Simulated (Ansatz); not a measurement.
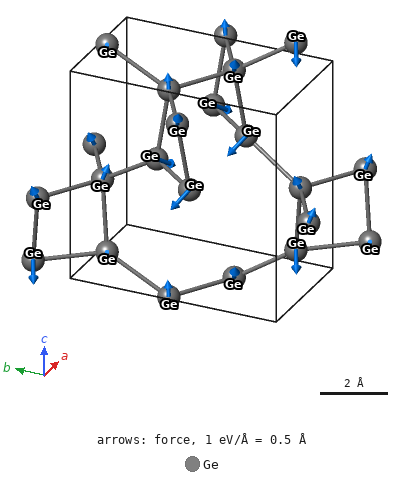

Starting geometry of solid Ge (a generated structure, set up in Pnc2) (coarse preliminary run) with the computed forces as blue arrows. Style: ball-and-stick. Shown: the cell of the calculation, from a free direction.

Method: DFT PBE, scalar-relativistic, plane waves, PAW in Ansatz. Set-up: plane-wave cutoff 420 eV; k-point mesh 4 × 4 × 4; occupations gaussian; smearing width 0.1 eV; no spin polarisation; cell and atoms relaxed; force threshold 0.04 eV/Å; at most 70 steps.

**Is this structure relaxed? If not, where do the atoms go?**

It isn't relaxed: the largest force vector, on Ge atoms, is 1.73 eV/Å. The final displacements follow the starting forces only in part (cosine between the two patterns 0.70). The energy falls by 458 meV per atom in 5 accepted moves (7 points after the start). Largest force component: 1.3 eV/Å at the start, 0.025 eV/Å at the end. Pressure: 15.25 GPa at the start and 0.06 GPa at the end. At 2 points the geometry stayed and the basis and grid were re-selected for the new cell (energy shift of 3.4 meV per atom at most each time). The largest moves relative to the cell, 0.35 Å, are those of Ge atoms. The volume changes by +19.7 %, with a 3.982 → 4.183 Å (+5.0 %), b 6.838 → 6.883 Å (+0.7 %), c 6.956 → 7.875 Å (+13.2 %). Among the contacts that change: Ge–Ge 3.095 → 2.516 Å, Ge–Ge 2.297 → 2.536 Å, Ge–Ge 2.284 → 2.516 Å, Ge–Ge 2.324 → 2.516 Å. New bonds form: Ge–Ge (3.09 → 2.52 Å). Among the angles between lasting bonds that change: Ge–Ge–Ge 136.4° → 117.3°, Ge–Ge–Ge 114.1° → 124.4°, Ge–Ge–Ge 99.3° → 90.0°. The space group (tolerance 0.01 Å) goes from Pnc2 (No. 30) to Imma (No. 74). The run took 3.9 min on 1 thread of Arm Neoverse V2, with other jobs on the host, peak memory 0.58 GiB.

Limits of the set-up: the k-point mesh is coarse for a cell with partly filled bands.
